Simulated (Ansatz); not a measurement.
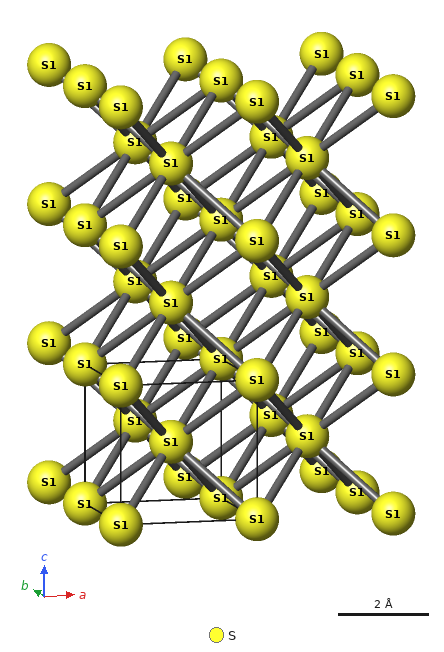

The starting point is crystalline S (a generated structure, set up in Im-3m). Style: ball-and-stick. Shown: the conventional cell (2 times the calculation's cell), repeated 2 × 2 × 3 with one cell outlined, slightly off an axis. Lengths and directions refer to the drawn axes.

These are results of Ansatz 0.2.0, DFT, PBE, PAW with Ansatz's default frozen-core files, scalar-relativistic, not measurements. Set-up: plane-wave cutoff 420 eV; k-point mesh 20 × 20 × 20; occupations fermi dirac; smearing width 0.03 eV; no spin polarisation.

Now this is done to it. The cell is strained by −1.5 % along c and +0.8 % across it (volume 0.0 %), the atoms keeping their fractional coordinates. No relaxation follows.

Q: What is the effect?

A: It costs 1.7 meV per atom. Pressure: 0.0 GPa before, 0.0 GPa after. The principal stresses (compression positive) are 1.5 GPa along c and −0.7 GPa across it. All forces vanish by symmetry. Some distances before and after: S–S 3.161 → 3.114 Å. The space group (tolerance 0.01 Å) goes from Im-3m (No. 229) to I4/mmm (No. 139).

Drawn alike, the variant:

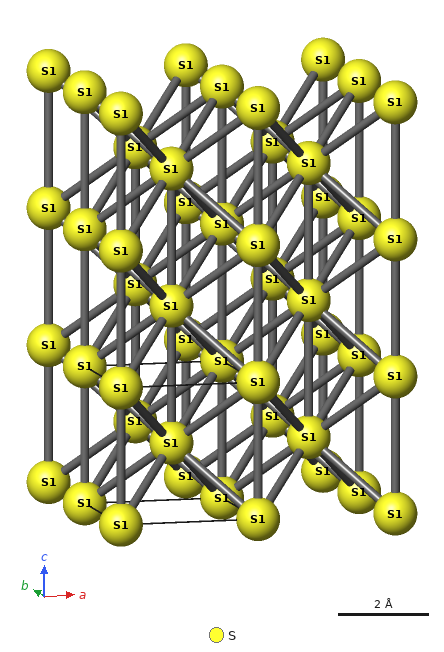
